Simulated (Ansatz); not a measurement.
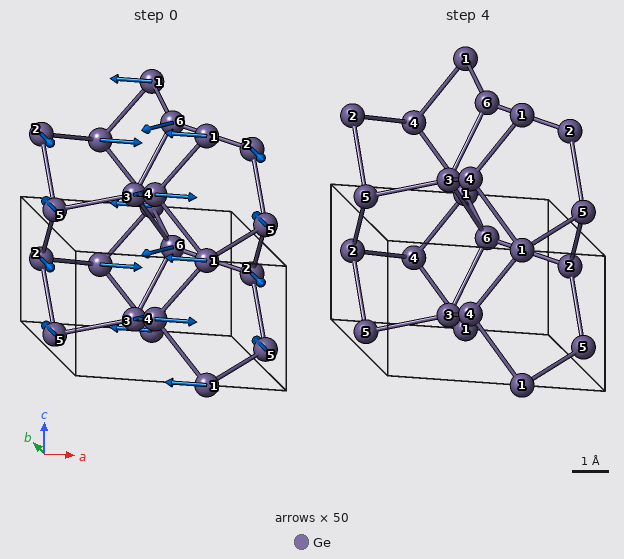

The structure of crystalline Ge (a generated structure, set up in P6_522) (coarse preliminary run) before (left) and after (right) a relaxation, at one scale. The blue arrows give the displacements (the part carried along by the change of the cell is left out), 50 times their true length.

Style: ball-and-stick. Shown: the cell of the calculation, repeated 1 × 1 × 2 with one cell outlined, slightly off an axis.

These are results of DFT PBE, scalar-relativistic, plane waves, PAW (Ansatz), not measurements.

The input:
```yaml
crystal:
  lattice:
    - [6.20551832, 0.0, 0.0]
    - [-3.10275916, 5.37413651, 0.0]
    - [0.0, 0.0, 3.65965894]
  atoms:
    - { symbol: Ge, position: [0.6226507, 0.0, 0.0] }
    - { symbol: Ge, position: [0.0, 0.6226507, 0.66666667] }
    - { symbol: Ge, position: [0.3773493, 0.3773493, 0.33333333] }
    - { symbol: Ge, position: [0.3773493, 0.0, 0.5] }
    - { symbol: Ge, position: [0.0, 0.3773493, 0.16666667] }
    - { symbol: Ge, position: [0.6226507, 0.6226507, 0.83333333] }
basis:
  ecutwfc: 420
kpoints:
  mp_grid: { grid: [3, 3, 6] }
hamiltonian:
  xc: pbe
scf:
  occupations: { method: gaussian, width: 0.1 }
  lower_state_search: "off"
output:
  forces: true
  stress: true
  eigenvalues: true
relax:
  adjacent_minimum: "off"
  f_tol: 0.04
  max_steps: 70
  cell: { stress_tol: 0.4 }
```

Launched with:
```bash
ansatz run input.yaml --threads 1 --pin off --max-ram 2560MiB --backend cpu --events-out ev --progress --plain --runs-dir out
```

Describe what moved and what it gained.

Answer. After 3 accepted moves (4 points after the start) the energy has fallen by 0.700 eV per cell of the calculation. The largest force component goes from 0.29 to 0.01 eV/Å. Pressure: 11.56 GPa at the start and 0.19 GPa at the end. At 1 point the geometry stayed and the basis and grid were re-selected for the new cell (energy shift of 9.4 meV per cell of the calculation at most each time). The largest moves relative to the cell, 0.025 Å, are those of Ge1, Ge2, Ge3, Ge4, Ge5 and Ge6. Ge5 goes along +b. The drawn cell changes as follows: a = b 6.206 → 6.407 Å (+3.2 %), c 3.660 → 3.970 Å (+8.5 %); the volume changes by +15.6 %. Some distances before and after: Ge1–Ge4 2.380 → 2.501 Å, Ge1–Ge5 2.420 → 2.531 Å. Bond angles that change, for instance: Ge4–Ge1–Ge4 100.5° → 105.1°. The space group stays P6_522 (No. 179). The run took 89 s on 1 thread of Intel(R) Xeon(R) Processor @ 2.50GHz (Skylake/Cascade Lake) (shared host), peak memory 0.4 GiB.
